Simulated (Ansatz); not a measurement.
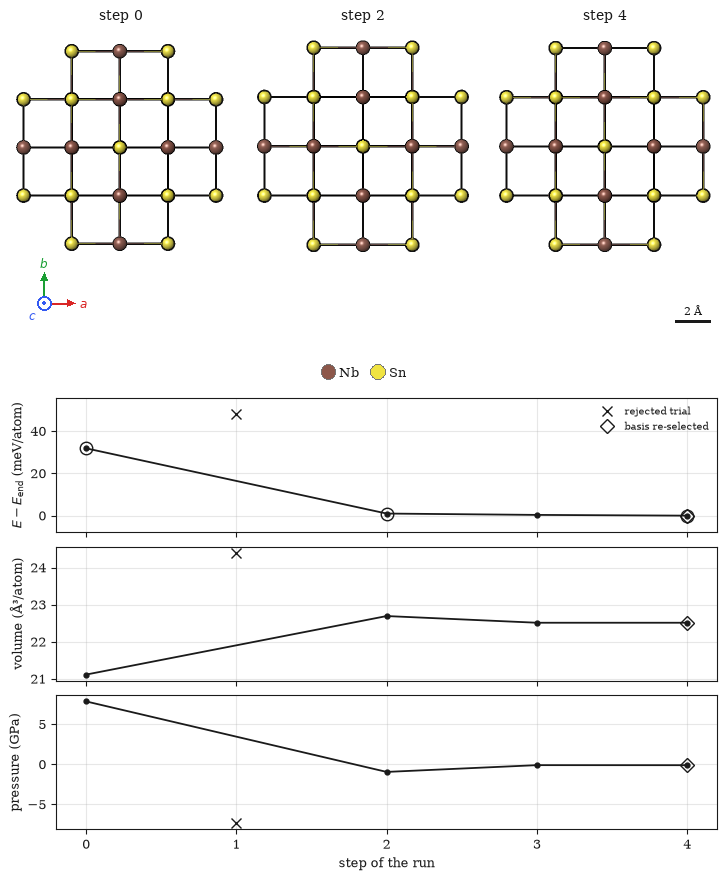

Frames of a relaxation of crystalline NbSn (built on the rock salt_225 type) (coarse preliminary run), marked on the history of the run. The picture is a ball-and-stick view of the conventional cell (4 times the calculation's cell), seen along the c axis. Lengths and directions refer to the drawn axes.

Case: rock salt type (Fm-3m, No. 225).

All numbers below come from DFT PBE, scalar-relativistic, plane waves, PAW (Ansatz).

The input:
```yaml
crystal:
  lattice:
    - [0.0, 2.7639160008, 2.7639160008]
    - [2.7639160008, 0.0, 2.7639160008]
    - [2.7639160008, 2.7639160008, 0.0]
  atoms:
    - { symbol: Nb, position: [0.0, 0.0, 0.0] }
    - { symbol: Sn, position: [0.5, 0.5, 0.5] }
basis:
  ecutwfc: 420
kpoints:
  mp_grid: { grid: [6, 6, 6] }
hamiltonian:
  xc: pbe
scf:
  occupations: { method: gaussian, width: 0.1 }
  lower_state_search: "off"
output:
  forces: true
  stress: true
  eigenvalues: true
relax:
  adjacent_minimum: "off"
  f_tol: 0.04
  max_steps: 70
  cell: { stress_tol: 0.4 }
```

Run as
```bash
ansatz run input.yaml --threads 1 --pin off --max-ram 2560MiB --backend cpu --events-out ev --progress --plain --runs-dir out
```

Question: What happens along the run?

Answer: Over 2 accepted moves (4 points after the start) the energy falls by 31.9 meV per atom. All forces vanish by symmetry, so only the cell relaxes. Pressure: 7.85 GPa at the start and −0.10 GPa at the end. The line search rejected the trial step at point 1 of the run. The SCF was repeated once at an unchanged geometry on a basis and grid sized afresh for the cell, which shifted the energy by 0.4 meV per atom at most. No atom moves by more than 0.005 Å relative to the cell. The drawn cell changes as follows: a = b = c 5.528 → 5.647 Å (+2.2 %); the volume changes by +6.6 %. Some distances before and after: Nb1–Sn2 2.764 → 2.824 Å. The space group stays Fm-3m (No. 225). From step 0 to 2: volume +7.5 %, energy −30.9 meV per atom. From step 2 to 4: volume −0.8 %, energy −1.0 meV per atom.

```tsv
step	E − E(0), meV/atom	pressure, GPa	volume, Å³/atom	note
0	0.00	7.85	21.114	
1	16.24	-7.36	24.403	rejected
2	-30.87	-0.94	22.693	
3	-31.51	-0.10	22.512	
4	-31.86	-0.10	22.512	same geometry, new basis
```
